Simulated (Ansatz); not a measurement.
System: H4C.

The calculation's input:

```
crystal:
  lattice:
    - [3.3814301039, -3.3820094015, 0.0]
    - [3.3814301039, 3.3820094015, 0.0]
    - [0.0, 0.0, 3.8940632814]
  atoms:
    - { symbol: H, position: [0.3144097145, 0.4999845687, 0.6618838778] }
    - { symbol: H, position: [0.5000154313, 0.6855902855, 0.3381161222] }
    - { symbol: H, position: [0.8144097145, 0.9999845687, 0.8381161222] }
    - { symbol: H, position: [1.54313e-05, 0.1855902855, 0.1618838778] }
    - { symbol: H, position: [0.1855902855, 1.54313e-05, 0.8381161222] }
    - { symbol: H, position: [0.9999845687, 0.8144097145, 0.1618838778] }
    - { symbol: H, position: [0.6855902855, 0.5000154313, 0.6618838778] }
    - { symbol: H, position: [0.4999845687, 0.3144097145, 0.3381161222] }
    - { symbol: C, position: [0.5, 0.5, 0.5] }
    - { symbol: C, position: [0.0, 0.0, 0.0] }
kpoints:
  mp_grid: { grid: [6, 6, 8] }
  band_path:
    path:
      - [0.0, 0.0, 0.0]
      - [-0.5, 0.5, 0.0]
      - [0.0, 0.0, 0.5]
      - [0.4999143633, 0.4999143633, 0.5]
      - [-0.4999143633, 0.5000856367, 0.5]
      - [0.0, 0.5, 0.0]
      - [0.0, 0.5, 0.5]
    npoints: 1
hamiltonian:
  xc: r2scan
  dispersion: rvv10
scf:
  occupations: { method: fermi_dirac, width: 0.03 }
  n_extra_bands: 6
output:
  forces: true
  stress: true
  eigenvalues: true
  write_density: true
  write_potential: true
  elf: true
  volumetric_format: npy
```

Launched as:

```sh
ansatz run input.yaml --threads 4 --pin off --max-ram 4608MiB --backend cpu --events-out ev --progress --plain --runs-dir out
```

Below, planes, directions and counts refer to the conventional cell (a = 4.78 Å, b = 4.78 Å, c = 3.89 Å, α = 90.00°, β = 90.00°, γ = 90.01°).

Space group P4₂/nmc; a structure from a database of computed crystals, not necessarily the ambient phase; started from the Sn4Ir-68 prototype, which need not be the ambient phase.

Level of theory: Ansatz 0.2.0, DFT, r2SCAN+rVV10, plane waves, PAW.

What will maps of the valence pseudo-density and electron localisation function show?

C–H (1.09 Å): ρ at the midpoint is about 2 e/Å³; the ELF climbs to about 1 towards the hydrogen, as it does in any bond to H (a covalent bond by its length).

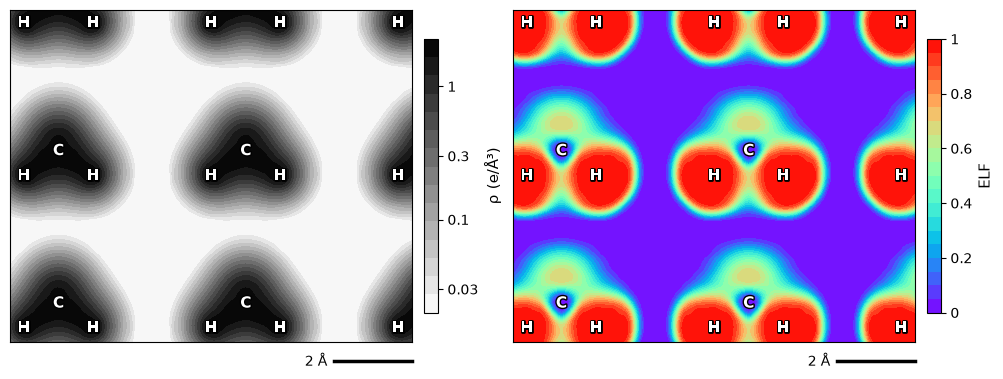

Computed valence pseudo-density and electron localisation function on the (010) plane of the conventional cell, in this order. 

In a PAW calculation such maps are meaningful between the atoms, not at the nuclei.
